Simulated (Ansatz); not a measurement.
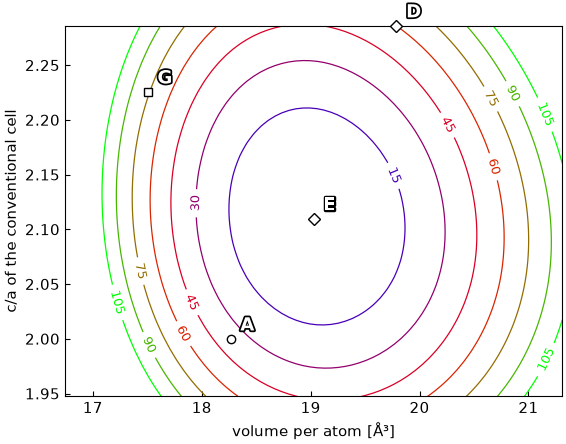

MoS2 (P-6m2, No. 187; 3 atoms in the cell). 
- The energy is mapped over volume and the cell's shape.
- The first coordinate is: volume per atom; the second: c/a of the conventional cell.
- Nothing is relaxed (fractional coordinates fixed).
- The scan uses a 7 × 7 grid.
- Points are written as (first, second).
- All energies are given in meV/atom relative to the lowest grid point.
- Computed with Ansatz, DFT PBE+D3(BJ), scalar-relativistic, plane waves, PAW. Settings: cutoff 420 eV, k-mesh 12×12×6 in the order of the run's cell vectors, gaussian smearing 0.05 eV, no spin polarisation.

The picture shows contour lines labelled in meV/atom (none above 105), lettered points. Between grid points the surface is interpolated.

Question: Is E the lowest point of the computed grid?

Answer: Yes. E, at (19.03 Å³, 2.110), has the lowest energy of the grid.

Question: What kind of point is each of A, E, G: minimum, saddle, maximum or slope?

Answer: A: on a slope; E: minimum; G: on a slope. (In these two coordinates alone; a stationary point may lie a little off the grid point.)

Question: Rank the lettered points by energy, lowest first.

Answer: E (0 meV/atom), A (37 meV/atom), D (60 meV/atom), G (77 meV/atom).
